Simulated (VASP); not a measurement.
Geometry relaxation of Bi (part 3 of 4)

The same run, continued: Bi (slab, 3 atoms in the cell); Kohn-Sham DFT of a periodic cell, PBE with D3, VASP PAW PBE potentials, recommended (VASP 6.6.1); cutoff 520 eV, 7×7×1 k-mesh, Gaussian smearing of 0.05 eV. The structure derives from an entry of the Crystallography Open Database. The run did not end well. It belongs to a series of runs on one base structure; here: the (0 0 1) slab of Bi, cut from the database cell, not relaxed. The run did not end well; see the last part.

Geometry of the input (Å; fractional positions):
```
4.5390  0.0000  0.0000
-2.2695  3.9309  0.0000
0.0000  0.0000  26.8290
Bi 0.3333  0.6667  0.2795
Bi 0.6667  0.3333  0.5000
Bi 0.3333  0.6667  0.7205
```

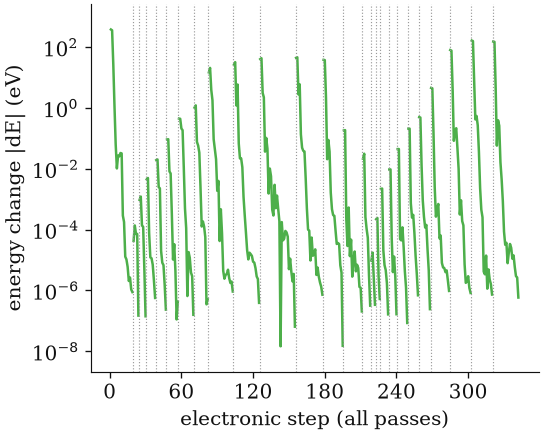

**Figure 1.** Convergence of the self-consistent field: energy change |dE| against the electronic step. Each stretch between dotted lines is the SCF of one geometry step of a relaxation. The 26 ionic steps take 4 to 30 electronic steps each. The density is held fixed in the first few steps, and dE rises again when its update begins.

## Parts of OUTCAR
```
SYSTEM = Bi
   PREC = Accurate
   ENCUT = 520
   EDIFF = 1E-6
   ISMEAR = 0
   LREAL = .False.
   LASPH = .True.
   NELM = 80
   ISIF = 2
   GGA = PE
   IVDW = 11
   IBRION = 2
   NSW = 60
   EDIFFG = -0.005
 IVDW          = 11
 VDW_S6        =  1.00000000  s6, scaling of the dipole-dipole dispersion
 VDW_S8        =  0.72200000  s8, scaling of the dipole-quadrupole dispersion
 VDW_RADIUS    = 50.20216178  two-body interaction cutoff (in Angstroms)
 VDW_CNRADIUS  = 21.16708996  CN, coordination number cutoff (in Angstroms)

 ion  position               nearest neighbor table
   1  0.333  0.667  0.280-
   2  0.667  0.333  0.500-
   3  0.333  0.667  0.720-

  LATTYP: Found a hexagonal cell.
 ALAT       =     4.5390002997
 C/A-ratio  =     5.9107729078

  Lattice vectors:

 A1 = (   4.5390002997,   0.0000000000,   0.0000000000)
 A2 = (  -2.2695001498,   3.9308895674,   0.0000000000)
 A3 = (   0.0000000000,   0.0000000000,  26.8290000000)

Analysis of symmetry for initial positions (statically):
=====================================================================
 Subroutine PRICEL returns:
 Original cell was already a primitive cell.

 Routine SETGRP: Setting up the symmetry group for a
 hexagonal supercell.

 Subroutine GETGRP returns: Found 12 space group operations
 (whereof 12 operations were pure point group operations)
 out of a pool of 24 trial point group operations.

The static configuration has the point symmetry D_3h.

Analysis of symmetry for dynamics (positions and initial velocities):
=====================================================================
 Subroutine PRICEL returns:
 Original cell was already a primitive cell.

 Routine SETGRP: Setting up the symmetry group for a
 hexagonal supercell.

 Subroutine GETGRP returns: Found 12 space group operations
 (whereof 12 operations were pure point group operations)
 out of a pool of 24 trial point group operations.

The dynamic configuration has the point symmetry D_3h.

Analysis of constrained symmetry for selective dynamics:
=====================================================================
 Subroutine PRICEL returns:
 Original cell was already a primitive cell.

 Routine SETGRP: Setting up the symmetry group for a
 hexagonal supercell.

 Subroutine GETGRP returns: Found  6 space group operations
 (whereof  6 operations were pure point group operations)
 out of a pool of 24 trial point group operations.

The constrained configuration has the point symmetry C_3v.

 Subroutine INISYM returns: Found  6 space group operations
 (whereof  6 operations are pure point group operations),
 and found     1 'primitive' translations

----------------------------------------------------------------------------------------

                                     Primitive cell

  volume of cell :     478.6913

  direct lattice vectors                    reciprocal lattice vectors
     4.539000300  0.000000000  0.000000000     0.220312830  0.127197672  0.000000000
    -2.269500150  3.930889567  0.000000000     0.000000000  0.254395343  0.000000000
     0.000000000  0.000000000 26.829000000     0.000000000  0.000000000  0.037273100

  length of vectors
     4.539000300  4.539000300 26.829000000     0.254395343  0.254395343  0.037273100

  position of ions in fractional coordinates (direct lattice)
     0.333333333  0.666666667  0.279548250
     0.666666667  0.333333333  0.500000000
     0.333333333  0.666666667  0.720451750

  ion indices of the primitive-cell ions
   primitive index   ion index
                 1           1
                 2           2
                 3           3

----------------------------------------------------------------------------------------

 KPOINTS: regular mesh

Automatic generation of k-mesh.
 Grid dimensions read from file:
 generate k-points for:    7    7    1

 Generating k-lattice:

  Cartesian coordinates                     Fractional coordinates (reciprocal lattice)
     0.031473261  0.018171096  0.000000000     0.142857143 -0.000000000  0.000000000
     0.000000000  0.036342192  0.000000000     0.000000000  0.142857143  0.000000000
     0.000000000  0.000000000  0.037273100     0.000000000  0.000000000  1.000000000

  Length of vectors
     0.036342192  0.036342192  0.037273100

  Shift w.r.t. Gamma in fractional coordinates (k-lattice)
     0.000000000  0.000000000  0.000000000

 Subroutine IBZKPT returns following result:
 ===========================================

 Found      8 irreducible k-points:

 Following reciprocal coordinates:
            Coordinates               Weight
  0.000000  0.000000  0.000000      1.000000
  0.142857 -0.000000  0.000000      6.000000
  0.285714 -0.000000  0.000000      6.000000
  0.428571 -0.000000  0.000000      6.000000
  0.142857  0.142857  0.000000      6.000000
  0.285714  0.142857  0.000000     12.000000
  0.428571  0.142857  0.000000      6.000000
  0.285714  0.285714  0.000000      6.000000
   k-points           NKPTS =      8   k-points in BZ     NKDIM =      8   number of bands    NBANDS=     27
   number of dos      NEDOS =    301   number of ions     NIONS =      3
   total plane-waves  NPLWV = 259200
   dimension x,y,z NGX =    36 NGY =   36 NGZ =  200
   dimension x,y,z NGXF=    72 NGYF=   72 NGZF=  400
   ions per type =               3
   NGX,Y,Z   is equivalent  to a cutoff of  13.19, 13.19, 12.39 a.u.
   NGXF,Y,Z  is equivalent  to a cutoff of  26.37, 26.37, 24.79 a.u.
 SYSTEM =  Bi
   PREC   = accura    normal or accurate (medium, high low for compatibility)
   ISTART =      0    job   : 0-new  1-cont  2-samecut
   ICHARG =      2    charge: 1-file 2-atom 10-const
   ISPIN  =      1    spin polarized calculation?
   LNONCOLLINEAR =      F non collinear calculations
   LSORBIT =      F    spin-orbit coupling
   LASPH  =      T    aspherical Exc in radial PAW
   ENCUT  =  520.0 eV  38.22 Ry    6.18 a.u.   8.44  8.44 49.88*2*pi/ulx,y,z
   NELM   =     80;   NELMIN=  2; NELMDL= -5     # of ELM steps
   EDIFF  = 0.1E-05   stopping-criterion for ELM
   LREAL  =      F    real-space projection
   EDIFFG = -.5E-02   stopping-criterion for IOM
   NSW    =     60    number of steps for IOM
   IBRION =      2    ionic relax: 0-MD 1-quasi-New 2-CG
   NFREE  =      1    steps in history (QN), initial steepest desc. (CG)
   ISIF   =      2    stress and relaxation
   ISYM   =      2    0-nonsym 1-usesym 2-fastsym
   POTIM  = 0.5000    time-step for ionic-motion
   TEBEG  =    0.0;   TEEND  =   0.0 temperature during run
   PSTRESS=    0.0 pullay stress
   NELECT =      45.0000    total number of electrons
   NUPDOWN=      -1.0000    fix difference up-down
   EMIN   =  10.00;   EMAX   =-10.00  energy-range for DOS
   EFERMI =   0.00;   METHOD = LEGACY
   ISMEAR =     0;   SIGMA  =   0.05  broadening in eV -4-tet -1-fermi 0-gaus
   EFERMI_NEDOS =   21; number of points for ismear=-14 and -15
   IALGO  =     38    algorithm
   IMIX   =      4    mixing-type and parameters
     AMIX     =   0.40;   BMIX     =  1.00
     AMIX_MAG =   1.60;   BMIX_MAG =  1.00
  volume/ion in A,a.u.               =     159.56      1076.79
  Fermi-wavevector in a.u.,A,eV,Ry     =   0.744379  1.406671  7.538979  0.554099
  Thomas-Fermi vector in A             =   1.839716
   LORBIT       =      0    0 simple, 1 ext, 2 COOP (PROOUT), +10 PAW based schemes
   GGA     = PE    functional components
   LHFCALC =     F    Hartree Fock is set to
   AEXX    =    0.0000 exact exchange contribution
   IVDW    =    11    specifies the selected vdW correction
   LEPSILON=     F    determine dielectric tensor
   LRPA    =     F    only Hartree local field effects (RPA)
 conjugate gradient relaxation of ions
 non-spin polarized calculation
 Gauss-broadening in eV      SIGMA  =   0.05
  energy-cutoff  :      520.00
  volume of cell :      478.69
 maximum number of plane-waves:     13005
 NGX is ok and might be reduce to    36
   NGX = 17   NGY = 17   NGZ = 99

--------------------------------------- Ionic step        1  -------------------------------------------

 number of electron      44.9999995 magnetization

 Free energy of the ion-electron system (eV)
  ---------------------------------------------------
  ext. energy  EPLUGINS =         0.00000000
  ---------------------------------------------------
  free energy    TOTEN  =        -4.86291820 eV

  energy without entropy =       -4.85130060  energy(sigma->0) =       -4.85710940

------------------------ aborting loop because EDIFF is reached ----------------------------------------

 Edisp (eV)   -0.35267

 E8    (eV) :    -0.2630

  FORCE on cell =-STRESS in cart. coord.  units (eV):
  Direction    XX          YY          ZZ          XY          YZ          ZX
  --------------------------------------------------------------------------------------
  -------------------------------------------------------------------------------------
  Total      -9.59085    -9.59085    -0.74733    -0.00000     0.00000     0.00000
  in kB     -32.10053   -32.10053    -2.50132    -0.00000     0.00000     0.00000
  external pressure =      -22.23 kB  Pullay stress =        0.00 kB

 VOLUME and BASIS-vectors are now :
 -----------------------------------------------------------------------------
  energy-cutoff  :      520.00
  volume of cell :      478.69
      direct lattice vectors                 reciprocal lattice vectors
     4.539000300  0.000000000  0.000000000     0.220312830  0.127197672  0.000000000
    -2.269500150  3.930889567  0.000000000     0.000000000  0.254395343  0.000000000
     0.000000000  0.000000000 26.829000000     0.000000000  0.000000000  0.037273100

 POSITION                                       TOTAL-FORCE (eV/Angst)
 -----------------------------------------------------------------------------------
      0.00000      2.62059      7.50000        -0.000000      0.000000      0.058816
      2.26950      1.31030     13.41450         0.000000      0.000000      0.000010
      0.00000      2.62059     19.32900        -0.000000     -0.000000     -0.058826
 -----------------------------------------------------------------------------------
    total drift:                                0.000000      0.000000      0.000119

  FREE ENERGIE OF THE ION-ELECTRON SYSTEM (eV)
  ---------------------------------------------------
  free  energy   TOTEN  =        -5.2155867208 eV

  energy  without entropy=       -5.2039691200  energy(sigma->0) =       -5.20977792

--------------------------------------- Ionic step        2  -------------------------------------------

 number of electron      44.9999996 magnetization

------------------------ aborting loop because EDIFF is reached ----------------------------------------

 Edisp (eV)   -0.35274

 E8    (eV) :    -0.2631

  FORCE on cell =-STRESS in cart. coord.  units (eV):
  Direction    XX          YY          ZZ          XY          YZ          ZX
  --------------------------------------------------------------------------------------
  -------------------------------------------------------------------------------------
  Total      -9.58806    -9.58806    -0.74548    -0.00000    -0.00000     0.00000
  in kB     -32.09120   -32.09120    -2.49512    -0.00000    -0.00000     0.00000
  external pressure =      -22.23 kB  Pullay stress =        0.00 kB

 VOLUME and BASIS-vectors are now :
 -----------------------------------------------------------------------------
  energy-cutoff  :      520.00
  volume of cell :      478.69
      direct lattice vectors                 reciprocal lattice vectors
     4.539000300  0.000000000  0.000000000     0.220312830  0.127197672  0.000000000
    -2.269500150  3.930889567  0.000000000     0.000000000  0.254395343  0.000000000
     0.000000000  0.000000000 26.829000000     0.000000000  0.000000000  0.037273100

 POSITION                                       TOTAL-FORCE (eV/Angst)
 -----------------------------------------------------------------------------------
      0.00000      2.62059      7.50000        -0.000000     -0.000000      0.058367
      2.26950      1.31030     13.41450         0.000000      0.000000     -0.000209
      0.00000      2.62059     19.32616        -0.000000      0.000000     -0.058158
 -----------------------------------------------------------------------------------
    total drift:                               -0.000000      0.000000      0.002233

  FREE ENERGIE OF THE ION-ELECTRON SYSTEM (eV)
  ---------------------------------------------------
  free  energy   TOTEN  =        -5.2157540181 eV

  energy  without entropy=       -5.2041305702  energy(sigma->0) =       -5.20994229

--------------------------------------- Ionic step        3  -------------------------------------------

 number of electron      44.9999996 magnetization

------------------------ aborting loop because EDIFF is reached ----------------------------------------

 Edisp (eV)   -0.35296

 E8    (eV) :    -0.2632

  FORCE on cell =-STRESS in cart. coord.  units (eV):
  Direction    XX          YY          ZZ          XY          YZ          ZX
  --------------------------------------------------------------------------------------
  -------------------------------------------------------------------------------------
  Total      -9.58584    -9.58584    -0.74552    -0.00000     0.00000     0.00000
  in kB     -32.08374   -32.08374    -2.49526    -0.00000     0.00000     0.00000
  external pressure =      -22.22 kB  Pullay stress =        0.00 kB

 VOLUME and BASIS-vectors are now :
 -----------------------------------------------------------------------------
  energy-cutoff  :      520.00
  volume of cell :      478.69
      direct lattice vectors                 reciprocal lattice vectors
     4.539000300  0.000000000  0.000000000     0.220312830  0.127197672  0.000000000
    -2.269500150  3.930889567  0.000000000     0.000000000  0.254395343  0.000000000
     0.000000000  0.000000000 26.829000000     0.000000000  0.000000000  0.037273100

 POSITION                                       TOTAL-FORCE (eV/Angst)
 -----------------------------------------------------------------------------------
      0.00000      2.62059      7.50000         0.000000     -0.000000      0.058304
      2.26950      1.31030     13.41450        -0.000000      0.000000      0.000282
      0.00000      2.62059     19.31765        -0.000000      0.000000     -0.058586
 -----------------------------------------------------------------------------------
    total drift:                               -0.000000      0.000000      0.001338

  FREE ENERGIE OF THE ION-ELECTRON SYSTEM (eV)
  ---------------------------------------------------
  free  energy   TOTEN  =        -5.2162559309 eV
```
